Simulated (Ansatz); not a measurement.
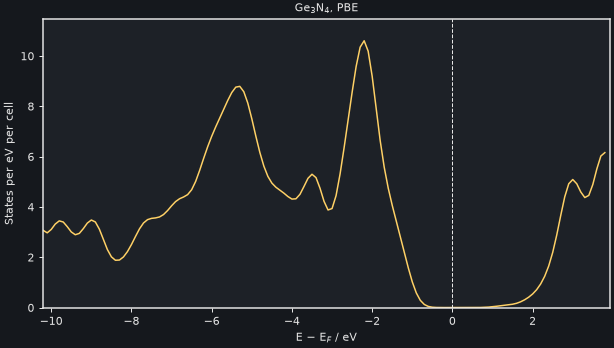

Density of states of Ge₃N₄, space group P6_3/m (No. 176), 14 atoms in the cell, relaxed with r2SCAN (a = 8.044 Å, c = 3.080 Å (hexagonal axes)). Computed with Ansatz: PBE, Ansatz PAW set, no spin polarisation, no spin-orbit coupling, 6×6×8 k mesh, 420 eV cutoff, Fermi-Dirac smearing of 0.02 eV. Energies are counted from the Fermi level. The DOS curve is built from the levels of the k mesh with Gaussians 0.55 eV wide, which also blur the band edges; ripples of that width can come from the mesh.

There is a gap; over the k points computed it is 2.19 eV (direct to within 0.02 eV). Within the window shown, the tallest peak of the filled states lies 1.1 eV under the valence-band top, at about 11 states per eV and cell.

LDA, GGA and most meta-GGA functionals understate gaps. The cell is at 6 GPa in this functional. The cell comes from a database of computed structures, and whether it is the stable form of this composition wasn't checked.
